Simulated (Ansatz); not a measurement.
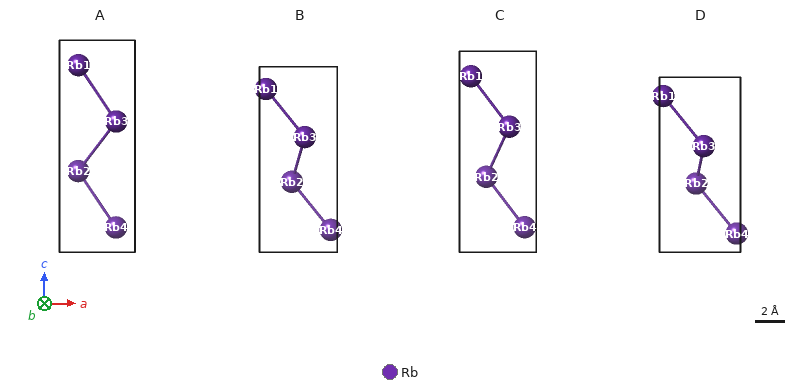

4 geometries from one relaxation of solid Rb (set up in Pnma) (coarse preliminary run), in shuffled order. A ball-and-stick model of the cell of the calculation, seen along the b axis.

Method: DFT PBE, scalar-relativistic, plane waves, PAW in Ansatz. (plane-wave cutoff 420 eV; k-point mesh 4 × 4 × 2; occupations gaussian; smearing width 0.1 eV; no spin polarisation; cell and atoms relaxed; force threshold 0.05 eV/Å; at most 80 steps)

> Put them in the order of the run, from the start to the converged end.

D, B, C, A. They are steps 0, 2, 4, 8, at +1.216 eV per cell of the calculation, +0.462 eV per cell of the calculation, +0.149 eV per cell of the calculation relative to the last. The energy falls by 1.216 eV per cell of the calculation in 7 accepted moves (8 points after the start). The largest force component goes from 0.74 to 0.017 eV/Å. The pressure goes from 1.17 to 0.00 GPa. At 1 point the geometry stayed and the basis and grid were re-selected for the new cell (energy shift of 0.3 meV per cell of the calculation at most each time). The largest moves relative to the cell, 1.11 Å, are those of Rb1, Rb2, Rb3 and Rb4. Rb2 goes roughly along −a. The drawn cell changes as follows: a 5.740 → 5.346 Å (−6.9 %), b 4.640 → 4.726 Å (+1.8 %), c 12.380 → 14.999 Å (+21.2 %); the volume changes by +14.9 %. Near-neighbour distances that change, for instance: Rb1–Rb4 3.563 → 5.017 Å, Rb1–Rb4 (another image) 6.281 → 4.995 Å, Rb1–Rb1 5.740 → 5.346 Å, Rb1–Rb3 4.558 → 4.801 Å. Among the angles between lasting bonds that change: Rb4–Rb1–Rb4 81.3° → 56.2°, Rb3–Rb1–Rb4 132.3° → 151.7°, Rb1–Rb1–Rb4 130.6° → 118.1°. The space group stays Pnma (No. 62). Cost: 65 s on 1 thread of Arm Neoverse V1, with other jobs on the host, peak memory 0.5 GiB.
